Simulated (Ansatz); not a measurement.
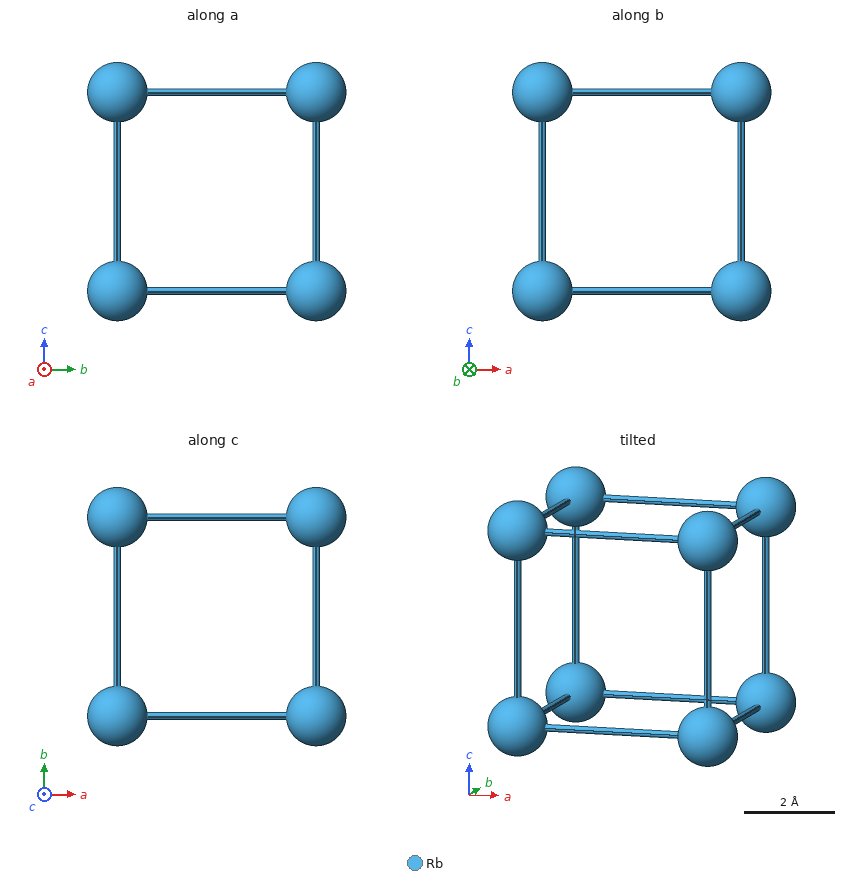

Shown here is a ball-and-stick view of the crystal, taken along the a axis, along the b axis, along the c axis and slightly off an axis. The conventional unit cell is outlined; an atom on or near a face, edge or corner is repeated at each equivalent position.

Lattice parameters: a = 4.423 Å, b = 4.423 Å, c = 4.423 Å, α = 90.00°, β = 90.00°, γ = 90.00°.

> Express the structure as a table of Wyckoff sites.

Space group Pm-3m (No. 221).
```tsv
atom	site	x	y	z
Rb	1a	0.0000	0.0000	0.0000
```

The structure was taken from a structure type filled with this element by a generator (whether the element takes this form wasn't checked). Earlier steps of the study may have refined or changed the cell and positions. A calculation with Ansatz used it as input.
